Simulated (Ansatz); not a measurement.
**BaTiO$_{3}$: a changed input and its effect**

System: BaTiO$_{3}$ (P4mm, 10 atoms in the cell).
Method of the first run: DFT with r2SCAN, PAW plane waves, no spin polarisation (Ansatz 0.2.0).

The structure derives from an entry of the Crystallography Open Database. Text and figures count atoms from 1; the logs count them from 0 in places.

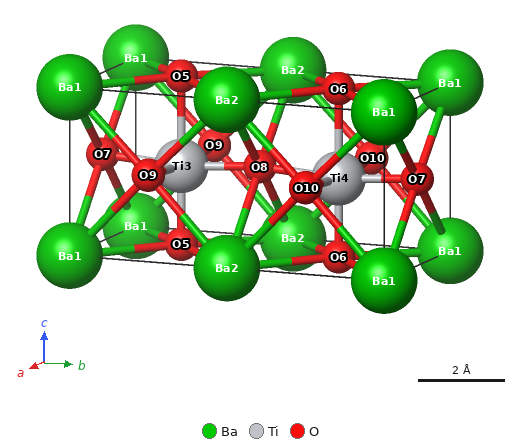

**Figure 1.** The input geometry (ball-and-stick view of the cell of the calculation, seen slightly off an axis; atoms are numbered from 1 in the order of the input).

## The input, the first run
```yaml
crystal:
  lattice:
    - [3.99089671, 0.0, 0.0]
    - [0.0, 7.98179341, 0.0]
    - [0.0, 0.0, 4.00795822]
  atoms:
    - { symbol: Ba, position: [0.0, 0.0, 0.0] }
    - { symbol: Ba, position: [0.0, 0.5, 0.0] }
    - { symbol: Ti, position: [0.5, 0.25, 0.482] }
    - { symbol: Ti, position: [0.5, 0.75, 0.482] }
    - { symbol: O, position: [0.5, 0.25, 0.016] }
    - { symbol: O, position: [0.5, 0.75, 0.016] }
    - { symbol: O, position: [0.5, 0.0, 0.515] }
    - { symbol: O, position: [0.5, 0.5, 0.515] }
    - { symbol: O, position: [0.0, 0.25, 0.515] }
    - { symbol: O, position: [0.0, 0.75, 0.515] }
  symmetry: { tolerance: 0.0003 }
kpoints:
  mp_grid: { grid: [5, 3, 5], shift: [0, 0, 0] }
magnetization:
  spin_polarized: false
scf:
  occupations: { method: fermi_dirac }
hamiltonian:
  pseudopotentials: { kind: paw }
  xc: r2scan
basis:
  ecutwfc: 500
output:
  forces: true
  stress: true
  eigenvalues: true
```

Command:
```bash
ansatz run input.yaml --threads 1 --pin off --max-ram 2560MiB --backend cpu --events-out ev --progress --plain --runs-dir out
```

Hardware: 1 thread of an x86-64 CPU, shared host.

## Output, shortened to warnings, some set-up lines, iterations and results (the first run)
```
Basis set: ecut = 500 eV, 3245 PW (Γ), exchange–correlation on 120×240×120 points (64 copies of the dense FFT grid, shifted against one another)
Symmetry: 8 space group operations
k-points: 18 of 75 (time reversal used)
Initial density: superposition of atomic densities (neutral atoms: chi_scale 0, normalization atom), corrected by the library's trained network
[...]
SCF iter   1: F=—  HF=-20367.411663 eV  |F-HF|=—  |Δ(HF+E_count)|=         —  Δρ=2.14e-2  dr2=7.33e-1  dr2_τ=4.88e-1  ethr=1.77e-3  ⟨swp⟩=6.5  Hψ=3830  notcnv=0
SCF iter   2: F=—  HF=-20367.624981 eV  |F-HF|=—  |Δ(HF+E_count)|=   2.13e-1  Δρ=1.09e-2  dr2=9.16e-2  dr2_τ=3.93e-2  ethr=9.16e-4  ⟨swp⟩=3.8  Hψ=1922  notcnv=0  defer=32
SCF iter   3: F=—  HF=-20367.612923 eV  |F-HF|=—  |Δ(HF+E_count)|=   1.21e-2  Δρ=3.62e-3  dr2=1.11e-2  dr2_τ=8.37e-4  ethr=1.14e-4  ⟨swp⟩=2.0  Hψ=1351  notcnv=0  defer=32
SCF iter   4: F=—  HF=-20367.611473 eV  |F-HF|=—  |Δ(HF+E_count)|=   1.45e-3  Δρ=1.48e-3  dr2=1.97e-3  dr2_τ=3.09e-4  ethr=1.39e-5  ⟨swp⟩=2.0  Hψ=1397  notcnv=0  defer=32
SCF iter   5: F=—  HF=-20367.611191 eV  |F-HF|=—  |Δ(HF+E_count)|=   2.82e-4  Δρ=3.34e-4  dr2=1.09e-4  dr2_τ=9.79e-6  ethr=2.47e-6  ⟨swp⟩=2.4  Hψ=1283  notcnv=0  defer=32
SCF iter   6: F=—  HF=-20367.611201 eV  |F-HF|=—  |Δ(HF+E_count)|=   1.01e-5  Δρ=1.64e-4  dr2=2.98e-5  dr2_τ=4.23e-6  ethr=1.36e-7  ⟨swp⟩=2.0  Hψ=1381  notcnv=0  defer=32
SCF iter   7: F=—  HF=-20367.611179 eV  |F-HF|=—  |Δ(HF+E_count)|=   2.17e-5  Δρ=5.06e-5  dr2=3.57e-6  dr2_τ=1.94e-7  ethr=3.73e-8  ⟨swp⟩=2.0  Hψ=1339  notcnv=0  defer=32
SCF iter   8: F=—  HF=-20367.611179 eV  |F-HF|=—  |Δ(HF+E_count)|=   1.20e-7  Δρ=1.72e-5  dr2=4.29e-7  dr2_τ=2.69e-8  ethr=4.46e-9  ⟨swp⟩=2.0  Hψ=1316  notcnv=0  defer=32
SCF iter   9: F=-20367.611179 eV  HF=-20367.611179 eV  |F-HF|=2.03e-8  |Δ(HF+E_count)|=   5.50e-8  Δρ=4.21e-6  dr2=2.43e-8  dr2_τ=4.37e-10  ethr=1.25e-10  ⟨swp⟩=8.8  Hψ=3497  …
SCF 1 converged in 9 iterations: F = -20367.611179 eV  dr2 = 2.43e-8
SCF converged after 9 iterations
Free energy (F): -20367.611179 eV
Harris-Foulkes:  -20367.611179 eV  (|F-HF|=2.03e-8)
Internal energy: -20367.611173 eV  (E = F + TS)
E sigma→0 (E₀):  -20367.611176 eV
Entropy (-TS):   -0.000006 eV (-0.001 meV/atom)
Fermi energy:    11.250694 eV
--- Per-component energies (eV) ---
  E_band       = -342.095921
  E_kinetic    = 1949.072469
  E_local      = -4185.665512  (includes V_loc(G=0)·N_el)
  E_nonlocal   = 399.100658
  E_hartree    = 1636.501127
  E_xc         = -951.134817
  E_vxc        = -1209.136420  (∫ρ·V_xc dr)
  E_paw        = -13570.143333  (= ΣΔE_a)
  E_vpaw       = -641.978700  (= ΣTr[D̂ρ^β])
  E_aug_tail   = 0.006283  (compensation charges beyond the density's cutoff)
  E_vtau       = 73.503166  (kinetic-family band-sum trace: ∫τ·v_τ [+ j·A + Jᵃ·Aᵃ] dr)
  E_ewald      = -5644.790321
  E_core_change = -0.557728  (= ΣΔE_core)
  E_smearing   = -0.000006  (= −TS)
  E_closure    = -0.000000  (closes the sum)
  Σ components = -20367.611179   (vs F -20367.611179, Δ=0.00e0)
--- Forces (eV/Å), atoms counted from 1 ---
  atom   1  Ba     0.00000000     0.00000000    -0.08740244
  atom   2  Ba     0.00000000     0.00000000    -0.08740244
  atom   3  Ti     0.00000000     0.00000000     0.05438095
  atom   4  Ti     0.00000000     0.00000000     0.05438095
  atom   5  O     -0.00000000     0.00000000     0.39731036
  atom   6  O     -0.00000000     0.00000000     0.39731036
  atom   7  O      0.00000000    -0.00000000    -0.18442025
  atom   8  O      0.00000000    -0.00000000    -0.18442025
  atom   9  O      0.00000000    -0.00000000    -0.17995206
  atom  10  O      0.00000000    -0.00000000    -0.17995206
  max |Σ_I F_I| component: 1.67e-4 eV/Å
--- Stress (GPa, compression-positive) ---
        0.176712       0.000000       0.000000
        0.000000       0.176355       0.000000
        0.000000       0.000000       1.757921
  P = ⅓ Tr σ = 0.7037 GPa (7.037 kbar)
```

For the second run the input was changed thus:
```diff
-magnetization:
-  spin_polarized: false
+  n_extra_bands: 32
+  xc_grid: 3
```

Predict how the results change.

The energy is the same within 0.01 meV per atom. The number of SCF iterations is the same.

## Output, shortened to warnings, some set-up lines, iterations and results (the second run)
```
Basis set: ecut = 500 eV, 3245 PW (Γ), exchange–correlation on 90×180×90 points (27 copies of the dense FFT grid, shifted against one another)
Symmetry: 8 space group operations
k-points: 18 of 75 (time reversal used)
Initial density: superposition of atomic densities (neutral atoms: chi_scale 0, normalization atom), corrected by the library's trained network
[...]
SCF iter   1: F=—  HF=-20367.410917 eV  |F-HF|=—  |Δ(HF+E_count)|=         —  Δρ=2.15e-2  dr2=7.37e-1  dr2_τ=4.90e-1  ethr=1.77e-3  ⟨swp⟩=6.5  Hψ=6267  notcnv=0  defer=231
SCF iter   2: F=—  HF=-20367.638327 eV  |F-HF|=—  |Δ(HF+E_count)|=   2.27e-1  Δρ=1.33e-2  dr2=1.61e-1  dr2_τ=4.85e-2  ethr=9.21e-4  ⟨swp⟩=3.5  Hψ=2387  notcnv=0  defer=404
SCF iter   3: F=—  HF=-20367.613037 eV  |F-HF|=—  |Δ(HF+E_count)|=   2.53e-2  Δρ=3.69e-3  dr2=1.17e-2  dr2_τ=8.45e-4  ethr=2.02e-4  ⟨swp⟩=2.0  Hψ=1381  notcnv=0  defer=404
SCF iter   4: F=—  HF=-20367.611635 eV  |F-HF|=—  |Δ(HF+E_count)|=   1.40e-3  Δρ=1.68e-3  dr2=2.90e-3  dr2_τ=3.60e-4  ethr=1.46e-5  ⟨swp⟩=2.0  Hψ=1476  notcnv=0  defer=404
SCF iter   5: F=—  HF=-20367.611210 eV  |F-HF|=—  |Δ(HF+E_count)|=   4.26e-4  Δρ=4.53e-4  dr2=2.27e-4  dr2_τ=1.44e-5  ethr=3.63e-6  ⟨swp⟩=2.1  Hψ=1098  notcnv=0  defer=404
SCF iter   6: F=—  HF=-20367.611195 eV  |F-HF|=—  |Δ(HF+E_count)|=   1.42e-5  Δρ=1.48e-4  dr2=2.33e-5  dr2_τ=3.90e-6  ethr=2.84e-7  ⟨swp⟩=2.0  Hψ=1316  notcnv=0  defer=404
SCF iter   7: F=—  HF=-20367.611180 eV  |F-HF|=—  |Δ(HF+E_count)|=   1.55e-5  Δρ=5.84e-5  dr2=4.87e-6  dr2_τ=2.53e-7  ethr=2.92e-8  ⟨swp⟩=2.2  Hψ=1649  notcnv=0  defer=404
SCF iter   8: F=—  HF=-20367.611180 eV  |F-HF|=—  |Δ(HF+E_count)|=   3.48e-7  Δρ=1.41e-5  dr2=2.84e-7  dr2_τ=1.90e-8  ethr=6.08e-9  ⟨swp⟩=2.0  Hψ=1223  notcnv=0  defer=404
SCF iter   9: F=-20367.611179 eV  HF=-20367.611179 eV  |F-HF|=1.34e-8  |Δ(HF+E_count)|=   3.49e-8  Δρ=3.32e-6  dr2=1.58e-8  dr2_τ=3.18e-10  ethr=1.25e-10  ⟨swp⟩=12.9  Hψ=8112 …
SCF 1 converged in 9 iterations: F = -20367.611179 eV  dr2 = 1.58e-8
SCF converged after 9 iterations
Free energy (F): -20367.611179 eV
Harris-Foulkes:  -20367.611179 eV  (|F-HF|=1.34e-8)
Internal energy: -20367.611173 eV  (E = F + TS)
E sigma→0 (E₀):  -20367.611176 eV
Entropy (-TS):   -0.000006 eV (-0.001 meV/atom)
Fermi energy:    11.250698 eV
--- Per-component energies (eV) ---
  E_band       = -342.096182
  E_kinetic    = 1949.072894
  E_local      = -4185.666229  (includes V_loc(G=0)·N_el)
  E_nonlocal   = 399.100730
  E_hartree    = 1636.501472
  E_xc         = -951.134952
  E_vxc        = -1209.137228  (∫ρ·V_xc dr)
  E_paw        = -13570.143323  (= ΣΔE_a)
  E_vpaw       = -641.978610  (= ΣTr[D̂ρ^β])
  E_aug_tail   = 0.006283  (compensation charges beyond the density's cutoff)
  E_vtau       = 73.503476  (kinetic-family band-sum trace: ∫τ·v_τ [+ j·A + Jᵃ·Aᵃ] dr)
  E_ewald      = -5644.790321
  E_core_change = -0.557728  (= ΣΔE_core)
  E_smearing   = -0.000006  (= −TS)
  E_closure    = -0.000000  (closes the sum)
  Σ components = -20367.611179   (vs F -20367.611179, Δ=0.00e0)
--- Forces (eV/Å), atoms counted from 1 ---
  atom   1  Ba     0.00000000     0.00000000    -0.08747244
  atom   2  Ba     0.00000000     0.00000000    -0.08747244
  atom   3  Ti     0.00000000     0.00000000     0.05439747
  atom   4  Ti     0.00000000     0.00000000     0.05439747
  atom   5  O     -0.00000000     0.00000000     0.39737641
  atom   6  O     -0.00000000     0.00000000     0.39737641
  atom   7  O      0.00000000    -0.00000000    -0.18444549
  atom   8  O      0.00000000    -0.00000000    -0.18444549
  atom   9  O      0.00000000    -0.00000000    -0.17997689
  atom  10  O      0.00000000    -0.00000000    -0.17997689
  max |Σ_I F_I| component: 2.42e-4 eV/Å
--- Stress (GPa, compression-positive) ---
        0.176876       0.000000       0.000000
        0.000000       0.176522       0.000000
        0.000000       0.000000       1.757498
  P = ⅓ Tr σ = 0.7036 GPa (7.036 kbar)
```

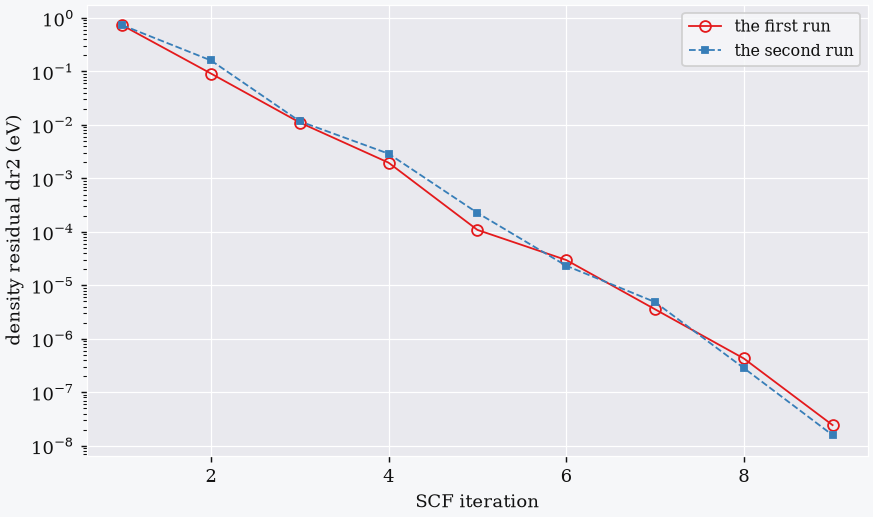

**Figure 2.** Convergence of the two runs: density residual dr2 against the SCF iteration. The first run takes 9 iterations in all, and the second run takes 9.

## The two runs side by side

```csv
quantity,the first run,the second run
outcome,converged,converged
free energy per atom (eV),−2036.7611,−2036.7611
pressure (GPa),0.70,0.70
largest force (eV/Å),0.397,0.397
SCF iterations,9,9
irreducible k-points,18,18
plane waves at Γ,3245,3245
wall time (shared host),32 s,34 s
```

For the second run: These settings are looser than, or depart from, a standard set-up, so the numbers are not reference values for this system.
